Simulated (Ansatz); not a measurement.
A series of calculations on ZnS

**1. Relaxation**

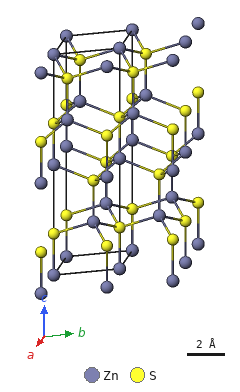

Solid ZnS (set up in P6_3mc), before the relaxation. Style: ball-and-stick. Shown: the cell of the calculation, repeated 2 × 2 × 1 with one cell outlined, slightly off an axis.

These are results of DFT PBE, scalar-relativistic, plane waves, PAW in Ansatz 0.2.0, not measurements.

The input:
```yaml
crystal:
  lattice:
    - [3.8227020304, 0.0, 0.0]
    - [-1.9113510152, 3.3105570694, 0.0]
    - [0.0, 0.0, 12.52]
  atoms:
    - { symbol: Zn, position: [0.0, 0.0, 0.0] }
    - { symbol: Zn, position: [0.0, 0.0, 0.5] }
    - { symbol: Zn, position: [0.3333333333, 0.6666666667, 0.25] }
    - { symbol: Zn, position: [0.6666666667, 0.3333333333, 0.75] }
    - { symbol: S, position: [0.0, 0.0, 0.1875] }
    - { symbol: S, position: [0.0, 0.0, 0.6875] }
    - { symbol: S, position: [0.3333333333, 0.6666666667, 0.4375] }
    - { symbol: S, position: [0.6666666667, 0.3333333333, 0.9375] }
basis:
  ecutwfc: 420
kpoints:
  mp_grid: { grid: [12, 12, 4] }
hamiltonian:
  xc: pbe
scf:
  occupations: { method: gaussian, width: 0.02 }
output:
  forces: true
  stress: true
  eigenvalues: true
relax:
  adjacent_minimum: "off"
  f_tol: 0.005
  max_steps: 80
  cell: { stress_tol: 0.05 }
```

Launched with:
```bash
ansatz run input.yaml --threads 2 --pin off --max-ram 5120MiB --backend cpu --events-out ev --progress --plain --runs-dir out
```

### Where does the relaxation end?

Over 2 accepted moves (3 points after the start) the energy falls by 12.1 meV per cell of the calculation. Largest force component: 0.043 eV/Å at the start, 0.0039 eV/Å at the end. Pressure: 1.33 GPa at the start and 0.02 GPa at the end. At 1 point the geometry stayed and the basis and grid were re-selected for the new cell (energy shift of 1.2 meV per cell of the calculation at most each time). The atoms keep their places relative to the cell (all moves are under 0.005 Å). The drawn cell changes as follows: a = b 3.823 → 3.847 Å (+0.6 %), c 12.520 → 12.590 Å (+0.6 %); the volume changes by +1.8 %. Near-neighbour distances that change, for instance: Zn1–S8 2.342 → 2.356 Å, Zn1–S5 2.348 → 2.357 Å. The space group stays P6_3mc (No. 186). Cost: 39 s on 2 threads of Intel(R) Xeon(R) 6975P-C (Granite Rapids), with other jobs on the host, peak memory 0.64 GiB.

**2. Scan**

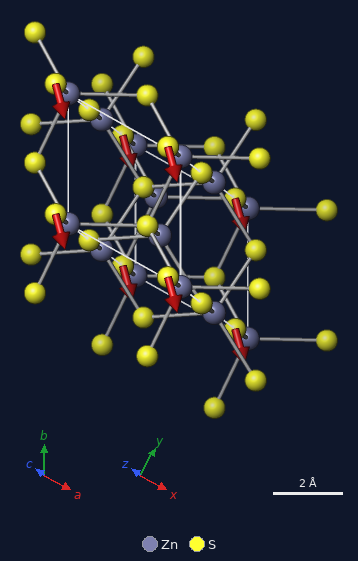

Energy scan for a crystal of ZnS (P6_3mc), in which S5 (one in each cell of 8 atoms) is moved along Cartesian [1 -1 0], all else fixed. The picture shows the reference cell. The red arrows give the direction of positive displacement. Style: ball-and-stick. Shown: the cell of the calculation, along the c axis, with a slight tilt.

Computed with DFT PBE, scalar-relativistic, plane waves, PAW (Ansatz 0.2.0). Settings: plane-wave cutoff 420 eV; k-point mesh 12 × 12 × 2; occupations gaussian; smearing width 0.05 eV; no spin polarisation. Energies (free energies at the smearing named) are counted from the relaxed crystal.

The input:
```yaml
crystal:
  lattice:
    - [3.8467234448, 0.0, 0.0]
    - [-1.9233617224, 3.3313602246, 0.0]
    - [0.0, 0.0, 12.5902250307]
  atoms:
    - { symbol: Zn, position: [0.0, 0.0, 5.03469e-05] }
    - { symbol: Zn, position: [0.0, 0.0, 0.5000503469] }
    - { symbol: Zn, position: [0.3333333333, 0.6666666667, 0.2500245139] }
    - { symbol: Zn, position: [0.6666666667, 0.3333333333, 0.7500245139] }
    - { symbol: S, position: [0.0, 0.0, 0.1872896977] }
    - { symbol: S, position: [0.0, 0.0, 0.6872896977] }
    - { symbol: S, position: [0.3333333333, 0.6666666667, 0.4376354415] }
    - { symbol: S, position: [0.6666666667, 0.3333333333, 0.9376354415] }
basis:
  ecutwfc: 420
kpoints:
  mp_grid: { grid: [12, 12, 2] }
hamiltonian:
  xc: pbe
scf:
  occupations: { method: gaussian, width: 0.05 }
output:
  forces: true
  stress: true
  eigenvalues: true
  write_density: true
  write_potential: true
  elf: true
  volumetric_format: npy
```

Launched with:
```bash
ansatz run input.yaml --threads 2 --pin off --max-ram 5120MiB --backend cpu --events-out ev --progress --plain --runs-dir out
```

What energies does the calculation give (the displacement: −0.30, −0.20, −0.10, 0.00, 0.05, 0.10, 0.15, 0.20, 0.25, 0.30 Å)?

Answer.
| displacement (Å) | ΔE (meV/cell) |
| --- | --- |
| −0.30 | 231 |
| −0.20 | 108 |
| −0.10 | 29 |
| 0.00 | 0 |
| 0.05 | 8 |
| 0.10 | 33 |
| 0.15 | 77 |
| 0.20 | 143 |
| 0.25 | 234 |
| 0.30 | 354 |

The lowest computed point lies at the displacement 0.00 Å (0 meV/cell). The end points stand at 231 meV/cell (−0.30 Å) and 354 meV/cell (0.30 Å). The curvature at zero is about 6.2 eV/Å². The well is lopsided: at ±0.30 Å the energy is 1.5 times higher on the positive side. At the highest point the shortest interatomic distance is 2.09 Å, against 2.36 Å in the reference. The distortion takes the space group from P6_3mc to P1.

The computed profile:

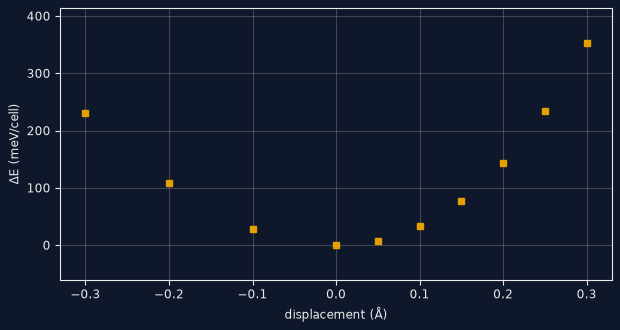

**3. Scan**

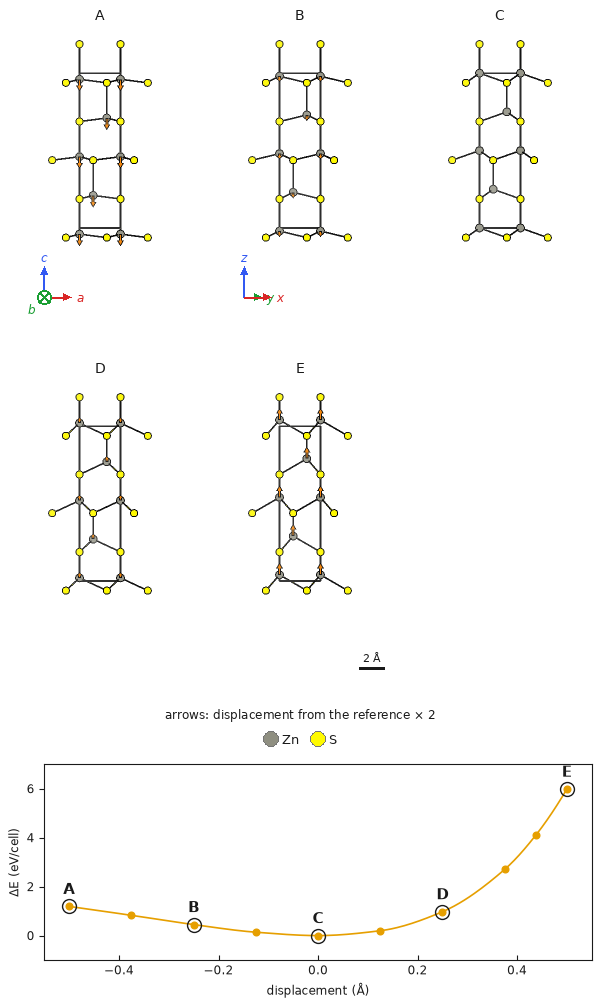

Energy scan for crystalline ZnS (P6_3mc), in which the whole Zn sublattice is shifted rigidly, along Cartesian [0 0 1], all else fixed. The lettered frames are marked on the plot. The picture is a ball-and-stick view of the cell of the calculation, repeated 1 × 1 × 1 with one cell outlined, seen along the b axis. Orange arrows: displacements from the reference.

Theory: Ansatz, DFT PBE, scalar-relativistic, plane waves, PAW. Set-up: plane-wave cutoff 420 eV; k-point mesh 12 × 12 × 2; occupations gaussian; smearing width 0.05 eV; no spin polarisation. Energies (free energies at the smearing named) are counted from the relaxed crystal.

Question: Read off the main features of the energy profile.

Answer: Of the computed points the lowest is at the displacement 0.00 Å, 0.00 eV/cell. At the ends of the scan the energy is 1.19 eV/cell (−0.50 Å) and 5.98 eV/cell (0.50 Å). The curvature at zero is about 23 eV/Å² per cell. The well is lopsided: at ±0.5000 Å the energy is 5.0 times higher on the positive side. At the highest point the shortest interatomic distance is 1.86 Å, against 2.36 Å in the reference. The distortion keeps the space group P6_3mc.
